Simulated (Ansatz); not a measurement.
```
CELL_PARAMETERS angstrom
2.96055 0.00000 0.00000
-1.48028 2.56391 0.00000
0.00000 0.00000 10.22562
ATOMIC_POSITIONS crystal
Ni 0.00000 0.00000 0.87500
Ni 0.00000 0.00000 0.12500
O 0.33333 0.66667 0.00000
O 0.66667 0.33333 0.25000
Ni 0.00000 0.00000 0.37500
Ni 0.00000 0.00000 0.62500
O 0.33333 0.66667 0.50000
O 0.66667 0.33333 0.75000
```

Space group P6₃/mmc; started from the NiAs prototype, which need not be the ambient phase; Hubbard U of 6.2 eV on Ni d only; the program warned that this state isn't the lowest known; spin-polarised.

The calculation used DFT PBE+U, scalar-relativistic, plane waves, PAW (Ansatz 0.2.0).

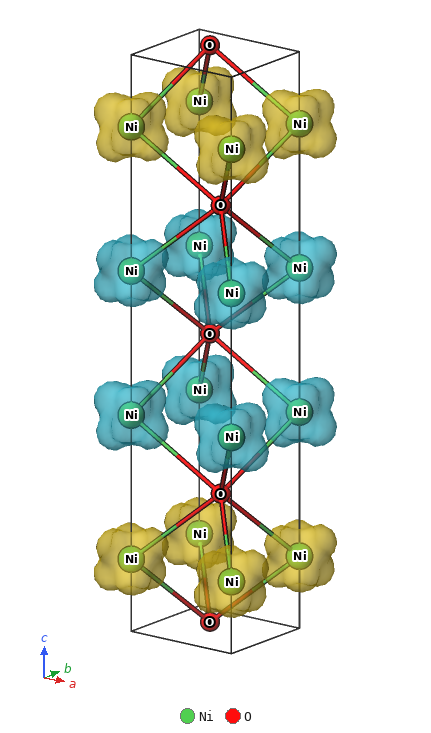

NiO. Isosurfaces of the spin density at +0.4 (yellow) and −0.4 e/Å³ (cyan), seen slightly off an axis. Sticks mark near contacts.

Core electrons are frozen (PAW), and the valence fields are smoothed inside the atomic spheres.

### Where is the spin, and how is it ordered?

The spin density sits on Ni: +1.7 μB (×2) and −1.7 μB (×2) in one cell of 8 atoms, with smaller moments on other sites: O (±0.20 μB): antiferromagnetic in this solution, which needn't be the ground state, with some nearest magnetic neighbours parallel and some opposed. The cell of the calculation (8 atoms) carries 0.0 μB of net spin moment.
